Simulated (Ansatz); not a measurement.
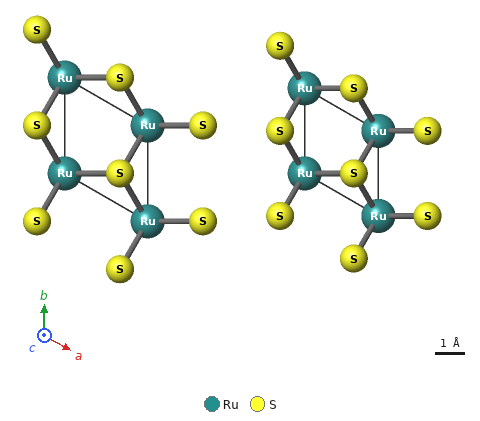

Two geometries of a crystal of RuS (a generated structure, set up in P-6m2), drawn at one scale. One is the start of a relaxation, the other its converged end. A ball-and-stick model of the cell of the calculation, seen along the c axis.

Theory: Kohn-Sham DFT of a periodic cell, LDA, spin-orbit coupling, Ansatz PAW in Ansatz 0.2.0. (plane-wave cutoff 420 eV; k-point mesh 7 × 7 × 6; occupations fermi-dirac; smearing width 0.05 eV; no spin polarisation; potentials kind: paw_fr; cell and atoms relaxed; force threshold 0.01 eV/Å; at most 40 steps)

Q: Which one is relaxed?

A: The right one is the relaxed one. The run lets cell and atoms move. Over 7 accepted moves (8 points after the start) the energy falls by 257 meV per atom. All forces vanish by symmetry, so only the cell relaxes. Pressure: −23.32 GPa at the start and 0.02 GPa at the end. At 1 point the geometry stayed and the basis and grid were re-selected for the new cell (energy shift of 0.3 meV per atom at most each time). The atoms keep their places relative to the cell (all moves are under 0.005 Å). The drawn cell changes as follows: a = b 3.369 → 2.992 Å (−11.2 %), c 3.288 → 3.424 Å (+4.1 %); the volume changes by −17.9 %. Some distances before and after: Ru–S 2.547 → 2.432 Å. Bond angles that change, for instance: S–Ru–S 80.4° → 89.5°, Ru–S–Ru 80.4° → 89.5°, Ru–S–Ru 82.8° → 75.9°. The space group stays P-6m2 (No. 187). The run took 34 s on 2 threads of Arm Neoverse V1, with other jobs on the host, peak memory 0.42 GiB.
